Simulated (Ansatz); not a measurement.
# GaAs: geometry relaxation

- system: GaAs (2 atoms in the cell)
- method: DFT, PBE, PAW with Ansatz's default frozen-core files, scalar-relativistic, no spin polarisation (Ansatz 0.2.0)

The structure was built on a prototype by a generator; it need not be a known phase. It belongs to a series of runs on one base structure; here: rocksalt relaxed under pressure, PAW files.

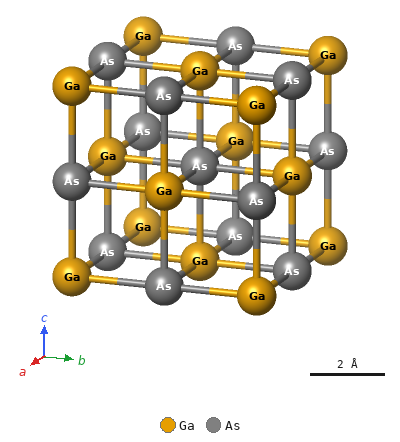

The structure as given in the input (ball-and-stick view of the cell 4 times as large as that of the calculation, set on its symmetry axes, seen slightly off an axis). Near neighbours in the crystal (not all of them lie inside the picture): Ga has 6 As at 2.70 Å; As has 6 Ga at 2.70 Å.

## Input file
```yaml
crystal:
  lattice:
    - [0.0, 2.6957908136, 2.6957908136]
    - [2.6957908136, 0.0, 2.6957908136]
    - [2.6957908136, 2.6957908136, 0.0]
  atoms:
    - { symbol: Ga, position: [0.0, 0.0, 0.0] }
    - { symbol: As, position: [0.5, 0.5, 0.5] }
kpoints:
  mp_grid: { grid: [13, 13, 13] }
scf:
  occupations: { method: fermi_dirac, width: 0.05 }
hamiltonian:
  xc: pbe
  pseudopotentials: { kind: paw }
output:
  forces: true
  stress: true
  eigenvalues: true
  write_density: true
  write_potential: true
  elf: true
  volumetric_format: npy
relax:
  f_tol: 0.005
  max_steps: 40
  cell: { p_target: 0.043, stress_tol: 0.03 }
```

Machine: 1 thread of AMD EPYC (Zen 5), 64 GiB of memory available, shared host.

Launched with:
```bash
ansatz run input.yaml --threads 1 --pin off --max-ram 3584MiB --backend cpu --events-out ev --progress --plain --runs-dir out
```

## Output
```
Engine: ansatz 0.2.0, x86_64-unknown-linux-gnu
Pseudopotentials: kind: paw
Pseudopotential: Ga, paw, valence charge 13, recommended cutoff 420 eV (normal), Ga.paw.azcp
Pseudopotential: As, paw, valence charge 15, recommended cutoff 420 eV (normal), As.paw.azcp
Functional definition: PBE
  parameter kappa = 0.804
  parameter beta = 0.06672455060314922
  exchange = pbe_x(kappa = kappa, mu = beta*pi^2/3)
  correlation = pbe_c(beta = beta)
Crystal: 2 atoms, lattice volume = 39.182 Å³
Basis set: ecut = 420 eV, 749 PW (Γ), exchange–correlation on 54×54×54 points (8 copies of the dense FFT grid, shifted against one another)
Bands: 18, of which v1, the nominal top of the filled ones, is band 14 counted from 1 (13 counted from 0)
Symmetry: 48 space group operations
Space group: Fm-3m (ITA 225), of the structure as read, at distance tolerance 3.4e-5 Å
k-points: 84 of 2197
Non-local potential: Ga, projectors of the file, l = 0: 2, l = 1: 2, l = 2: 3, l = 3: 1
Non-local potential: As, projectors of the file, l = 0: 2, l = 1: 2, l = 2: 3, l = 3: 1
PAW form: soft (Blöchl's): semilocal exchange-correlation on the pseudo side does not see the compensation charge
PAW one-centre angular grid: Ga, 590 points (default); XC on 64 Gauss nodes
PAW one-centre angular grid: As, 590 points (default); XC on 64 Gauss nodes
Initial density: superposition of atomic densities (neutral atoms: chi_scale 0, normalization atom), corrected by the library's trained network
Initial wavefunctions: pseudopotential atomic-orbital guess
Functional: x = pbe(κ = 0.804, μ = 0.2195149727645171), c = pbe(β = 0.06672455060314922)
SCF iter   1: F=—  HF=-8639.210521 eV  |F-HF|=—  |Δ(HF+E_count)|=         —  Δρ=2.63e-3  dr2=4.02e-3  ethr=1.77e-3  ⟨swp⟩=5.7  Hψ=6832  notcnv=0
preconditioner: auto → Kerker (q_TF=auto, 2.580 Å⁻¹)  [metal: Δε(μ)=0.018 eV  Ē_g=15.403 eV  σ=0.050 eV  W_gap=0.09  n_scr=14 (ndim 8)  ℏωp=25.2 eV  f_vac=0.000  D(μ)=1.51/eV (n_scr^D=14)]
SCF iter   2: F=—  HF=-8639.209363 eV  |F-HF|=—  |Δ(HF+E_count)|=   1.16e-3  Δρ=1.59e-3  dr2=1.28e-3  ethr=1.44e-5  ⟨swp⟩=1.4  Hψ=2246  notcnv=0
SCF iter   3: F=—  HF=-8639.209211 eV  |F-HF|=—  |Δ(HF+E_count)|=   1.53e-4  Δρ=6.85e-4  dr2=1.46e-4  ethr=4.57e-6  ⟨swp⟩=2.0  Hψ=2241  notcnv=0
SCF iter   4: F=—  HF=-8639.209092 eV  |F-HF|=—  |Δ(HF+E_count)|=   1.19e-4  Δρ=2.64e-4  dr2=1.67e-5  ethr=5.23e-7  ⟨swp⟩=2.0  Hψ=2283  notcnv=0
SCF iter   5: F=—  HF=-8639.209099 eV  |F-HF|=—  |Δ(HF+E_count)|=   7.18e-6  Δρ=7.30e-5  dr2=2.77e-6  ethr=5.98e-8  ⟨swp⟩=2.0  Hψ=2242  notcnv=0
SCF iter   6: F=—  HF=-8639.209100 eV  |F-HF|=—  |Δ(HF+E_count)|=   9.97e-7  Δρ=2.51e-5  dr2=3.08e-7  ethr=9.90e-9  ⟨swp⟩=2.0  Hψ=2272  notcnv=0
SCF iter   7: F=—  HF=-8639.209100 eV  |F-HF|=—  |Δ(HF+E_count)|=   1.35e-7  Δρ=1.36e-5  dr2=4.23e-8  ethr=3.57e-10  ⟨swp⟩=8.5  Hψ=10268  notcnv=0
SCF iter   8: F=-8639.209100 eV  HF=-8639.209100 eV  |F-HF|=1.97e-9  |Δ(HF+E_count)|=   5.02e-8  Δρ=2.03e-6  dr2=7.77e-10  ethr=1.51e-10  ⟨swp⟩=7.0  Hψ=8804  notcnv=0
SCF 1 converged in 8 iterations: F = -8639.209100 eV  dr2 = 7.77e-10
  greatest PAW one-centre occupation: 0.999 electrons in one spin orbital (limit 2), on the As atom at site 1 (counted from 0), in its partial waves of l = 2
relax step   1: F+E_penalty+E_count = -8639.20910002 eV  Δ(F+E_penalty+E_count) = +0.000e0 eV  max|allowed force component| = 5.473e-30 eV/Å  Δτ_max = 0.0000 Å  P = +0.043 GPa  Ω = 39.182 Å³  (8 SCF iters, dr2 threshold 1.00e-7 eV, accepted)
Initial density: handed on by an earlier stage of this run
Initial wavefunctions: pseudopotential atomic-orbital guess (no wavefunctions were taken with the density)
iter 1 solved again at ethr=4.90e-8 eV; its pass at ethr=3.10e-3 eV (dr2=1.37e-5 eV) is discarded
SCF iter   1: F=—  HF=-8639.209100 eV  |F-HF|=—  |Δ(HF+E_count)|=         —  Δρ=1.98e-6  dr2=8.58e-10  ethr=4.90e-8  ⟨swp⟩=2.9  Hψ=10376  notcnv=0
eigensolver tolerance schedule: the retry pair's looser diagonalisation over-reported the residual by 15992.87 of it (diagonalisation noise at 0.34 of the residual, at the tolerance the schedule requests for it); recorded, not acted on — ethr = c·dr2/N_el stays at c = 1.0e-1
preconditioner: auto → Kerker (q_TF=auto, 2.580 Å⁻¹)  [metal: Δε(μ)=0.016 eV  Ē_g=15.378 eV  σ=0.050 eV  W_gap=0.08  n_scr=14 (ndim 8)  ℏωp=25.2 eV  f_vac=0.000  D(μ)=1.53/eV (n_scr^D=14)]
SCF iter   2: F=—  HF=-8639.209100 eV  |F-HF|=—  |Δ(HF+E_count)|=   2.57e-7  Δρ=1.49e-6  dr2=3.12e-10  ethr=3.07e-12  ⟨swp⟩=2.6  Hψ=3061  notcnv=0
SCF iter   3: F=—  HF=-8639.209100 eV  |F-HF|=—  |Δ(HF+E_count)|=   1.04e-9  Δρ=3.52e-7  dr2=6.73e-11  ethr=1.12e-12  ⟨swp⟩=2.0  Hψ=2685  notcnv=0
SCF iter   4: F=—  HF=-8639.209100 eV  |F-HF|=—  |Δ(HF+E_count)|=  8.73e-11  Δρ=1.61e-7  dr2=6.19e-12  ethr=1.00e-12  ⟨swp⟩=4.2  Hψ=7739  notcnv=0
SCF iter   5: F=-8639.209100 eV  HF=-8639.209100 eV  |F-HF|=3.64e-12  |Δ(HF+E_count)|=  9.09e-12  Δρ=7.69e-8  dr2=2.17e-12  ethr=1.00e-12  ⟨swp⟩=5.0  Hψ=6298  notcnv=0
SCF 2 converged in 5 iterations: F = -8639.209100 eV  dr2 = 2.17e-12
relax step   2: F+E_penalty+E_count = -8639.20910002 eV  Δ(F+E_penalty+E_count) = -5.384e-10 eV  max|allowed force component| = 2.334e-30 eV/Å  Δτ_max = 0.0000 Å  P = +0.043 GPa  Ω = 39.182 Å³  stress off target by 7.12e-5 GPa  SCF on the basis re-selected at this cell (its energy is not comparable with the rows above)  (5 SCF iters)
```

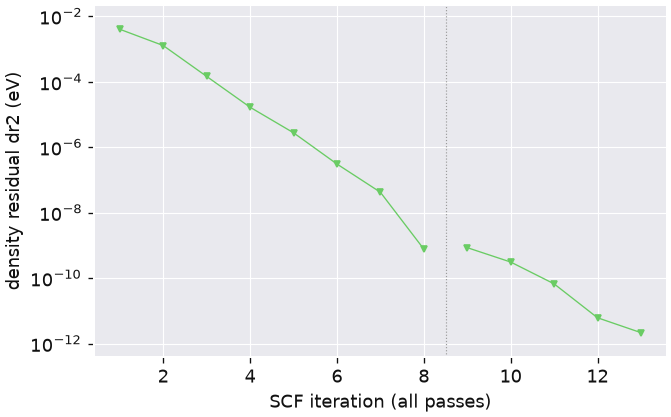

Convergence of the self-consistent field: density residual dr2 against the SCF iteration. The dotted lines part the SCF passes of the relaxation: geometry steps, rejected trials and re-solves on a re-selected basis. The passes take 8 and 5 iterations.

```
basis re-selected at this cell: Δ(F+E_penalty+E_count) = -5.384e-10 eV, ΔP = +0.000 GPa vs the last step (what re-selecting the basis moved, of the pressure what is left beyond the Pulay correction that the steps carried, after the strain that the cell walked since its last selection, with what the two solves' SCF thresholds leave and, on support functions, any second-order correction that the steps lacked; it is no measure of the basis error at this ecutwfc). This SCF's stress stands 7.12e-5 GPa from its target on what of the cell is left free (relax.cell.stress_tol is 3.00e-2 GPa) and its largest allowed force component is 2.33e-30 eV/Å (relax.f_tol is 5.00e-3 eV/Å): within both
SCF converged after 5 iterations
Free energy (F): -8639.209100 eV
Harris-Foulkes:  -8639.209100 eV  (|F-HF|=3.64e-12)
Internal energy: -8639.197267 eV  (E = F + TS)
E sigma→0 (E₀):  -8639.203184 eV
Entropy (-TS):   -0.011833 eV (-5.916 meV/atom)
Fermi energy:    10.110573 eV
--- Per-component energies (eV) ---
  E_band       = -258.965007
  E_kinetic    = 217.712935
  E_local      = -3403.193780  (includes V_loc(G=0)·N_el)
  E_nonlocal   = -246.563116
  E_hartree    = 1743.883449
  E_xc         = -148.121372
  E_vxc        = -136.948415  (∫ρ·V_xc dr)
  E_paw        = -3823.101112  (= ΣΔE_a)
  E_vpaw       = -177.739441  (= ΣTr[D̂ρ^β])
  E_aug_tail   = -0.000139  (compensation charges beyond the density's cutoff)
  E_ewald      = -2979.814132
  E_smearing   = -0.011833  (= −TS)
  E_closure    = 0.000000  (closes the sum)
  Σ components = -8639.209100   (vs F -8639.209100, Δ=0.00e0)
--- Forces (eV/Å), atoms counted from 1 ---
  atom   1  Ga     0.00000000    -0.00000000     0.00000000
  atom   2  As    -0.00000000    -0.00000000    -0.00000000
  max |Σ_I F_I| component: 2.10e-30 eV/Å
--- Stress (GPa, compression-positive) ---
        0.043071       0.000000       0.000000
        0.000000       0.043071      -0.000000
        0.000000      -0.000000       0.043071
  P = ⅓ Tr σ = 0.0431 GPa (0.431 kbar)
--- Band table (eV; the first three rows and the last of 84) ---
  k-point 0: bands = ["-25.2438", "-25.2438", "-25.2375", "-25.2375", "-25.2375", "-4.6143", "-4.6143", "-4.5964", "-4.5964", "-4.5964", "-2.9545", "9.9964", "10.1681", "10.1681", "10.1681", "17.4635", "17.4635", "17.4635"]
  k-point 1: bands = ["-25.2438", "-25.2438", "-25.2374", "-25.2374", "-25.2374", "-4.6157", "-4.6157", "-4.5966", "-4.5951", "-4.5951", "-2.8761", "8.7089", "10.1624", "10.1624", "11.2752", "16.9390", "17.0504", "17.0504"]
  k-point 2: bands = ["-25.2438", "-25.2438", "-25.2373", "-25.2371", "-25.2371", "-4.6202", "-4.6202", "-4.5973", "-4.5909", "-4.5909", "-2.6432", "7.2705", "10.1552", "10.1552", "12.1443", "16.0151", "16.0151", "16.2541"]
  k-point 83: bands = ["-25.2446", "-25.2430", "-25.2367", "-25.2361", "-25.2344", "-4.7344", "-4.6218", "-4.5917", "-4.5838", "-4.5537", "0.2397", "4.3344", "5.9396", "6.0055", "12.3155", "14.2999", "17.3041", "18.3679"]
--- Relaxed structure (1 steps of the walk, 1 accepted, 1 SCFs on fresh bases) ---
  F+E_penalty+E_count = -8639.20910002 eV   max|allowed force component| = 2.334e-30 eV/Å   (the final SCF, on the basis selected at the relaxed cell)
  cell:  # Å, volume = 39.1822 Å³
    - [0.0, 2.6957908136, 2.6957908136]
    - [2.6957908136, 0.0, 2.6957908136]
    - [2.6957908136, 2.6957908136, 0.0]
  atoms:
    - { symbol: Ga, position: [0.0, 0.0, 0.0] }
    - { symbol: As, position: [0.49999999999999994, 0.49999999999999994, 0.49999999999999994] }
```

## File rho_z.tsv
```
# z_ang	rho[e/angstrom^3]
# format = ansatz-planar-average/11
# lattice	0.000000000	2.695790814	2.695790814
# lattice	2.695790814	0.000000000	2.695790814
# lattice	2.695790814	2.695790814	0.000000000
# sites	2
# site	31	0.000000000	0.000000000	0.000000000
# site	33	2.695790814	2.695790814	2.695790814
0.000000	1.437825e0
0.141201	1.278819e0
0.282402	9.241418e-1
0.423603	5.934040e-1
0.564804	3.931368e-1
0.706004	3.041663e-1
0.847205	2.764632e-1
0.988406	2.836302e-1
1.129607	3.285878e-1
1.270808	4.338117e-1
1.412009	6.253964e-1
1.553210	9.008072e-1
1.694411	1.195047e0
1.835612	1.390920e0
1.976812	1.390920e0
2.118013	1.195047e0
2.259214	9.008072e-1
2.400415	6.253964e-1
2.541616	4.338117e-1
2.682817	3.285878e-1
2.824018	2.836302e-1
2.965219	2.764632e-1
3.106419	3.041663e-1
3.247620	3.931368e-1
3.388821	5.934040e-1
3.530022	9.241418e-1
3.671223	1.278819e0
```

## File v_z.tsv
```
# z_ang	v_es[eV]	v_tot[eV]
# format = ansatz-planar-average/11
# xc	pbe
# density_cutoff_ev	1680
# datasets	Ga=:simpson_from_first_knot:soft	As=:simpson_from_first_knot:soft
# lattice	0.000000000	2.695790814	2.695790814
# lattice	2.695790814	0.000000000	2.695790814
# lattice	2.695790814	2.695790814	0.000000000
# sites	2
# site	31	0.000000000	0.000000000	0.000000000
# site	33	2.695790814	2.695790814	2.695790814
0.000000	6.139341e0	-4.142864e0
0.141201	6.182584e0	-4.086750e0
0.282402	6.309626e0	-3.917827e0
0.423603	6.505415e0	-3.650643e0
0.564804	6.739262e0	-3.324834e0
0.706004	6.904855e0	-3.076589e0
0.847205	6.942650e0	-3.008060e0
0.988406	6.951747e0	-3.030943e0
1.129607	7.054225e0	-3.017363e0
1.270808	7.291900e0	-2.928945e0
1.412009	7.684056e0	-2.718064e0
1.553210	8.177261e0	-2.383429e0
1.694411	8.624448e0	-2.041748e0
1.835612	8.888265e0	-1.827924e0
1.976812	8.888265e0	-1.827924e0
2.118013	8.624448e0	-2.041748e0
2.259214	8.177261e0	-2.383429e0
2.400415	7.684056e0	-2.718064e0
2.541616	7.291900e0	-2.928945e0
2.682817	7.054225e0	-3.017363e0
2.824018	6.951747e0	-3.030943e0
2.965219	6.942650e0	-3.008060e0
3.106419	6.904855e0	-3.076589e0
3.247620	6.739262e0	-3.324834e0
3.388821	6.505415e0	-3.650643e0
3.530022	6.309626e0	-3.917827e0
3.671223	6.182584e0	-4.086750e0
```

## Trajectory as extended XYZ (Å, eV, eV/Å), 2 frames, from step=1 to step=2
```
2
Lattice="0.0000 2.6958 2.6958 2.6958 0.0000 2.6958 2.6958 2.6958 0.0000" Properties=species:S:1:pos:R:3:forces:R:3 step=1 energy=-8639.20910 pressure_GPa=0.04
Ga    0.0000    0.0000    0.0000    0.0000   0.0000   0.0000
As    2.6958    2.6958    2.6958    0.0000   0.0000   0.0000
2
Lattice="0.0000 2.6958 2.6958 2.6958 0.0000 2.6958 2.6958 2.6958 0.0000" Properties=species:S:1:pos:R:3:forces:R:3 step=2 energy=-8639.20910 pressure_GPa=0.04
Ga    0.0000    0.0000    0.0000    0.0000   0.0000   0.0000
As    2.6958    2.6958    2.6958    0.0000   0.0000   0.0000
```

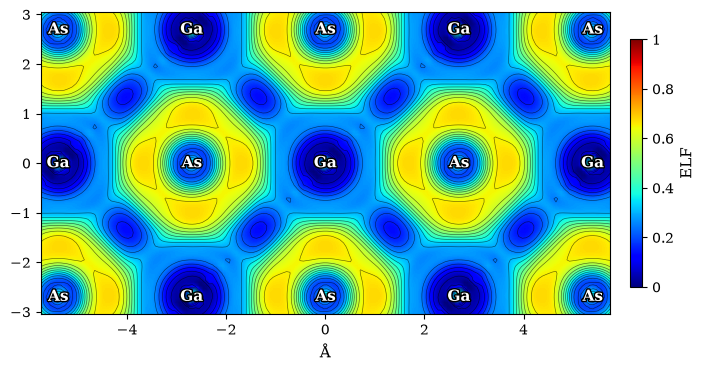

ELF on the (001) plane of the conventional cell. Atoms in the plane: Ga and As. Ga–As (2.70 Å): the ELF is about 0.60 at the midpoint. The strong features right at Ga lie inside the PAW spheres (semicore, d or f shells) and say nothing about bonding. In a PAW calculation such maps are meaningful between the atoms, not at the nuclei.

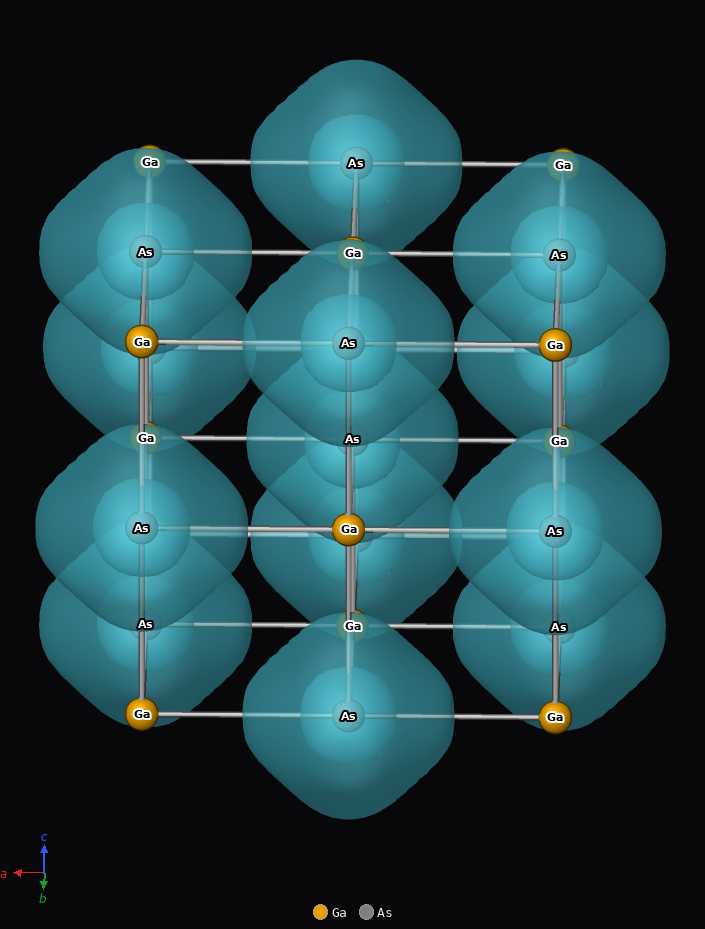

Isosurface of the electron localisation function at 0.55 (cyan), seen at an oblique angle. Core shells and regions of very low density are left out. Sticks mark near contacts. The outline is the cell set on symmetry axes. Values along the shortest contacts: Ga–As (2.70 Å): the ELF is about 0.60 at the midpoint.

## Key numbers

```csv
quantity,value
outcome,converged
space group (tolerance 0.01 Å),Fm-3m (225)
electrons treated,28
free energy,−8639.2091 eV
Fermi energy,10.111 eV
pressure,0.04 GPa
final volume,39.18 Å³
largest force (length of the vector) at the end,under 0.001 eV/Å
final cell,"a = 3.812 Å, b = 3.812 Å, c = 3.812 Å, α = 60.00°, β = 60.00°, γ = 60.00°"
wall time,3 s
peak memory,0.41 GiB
```
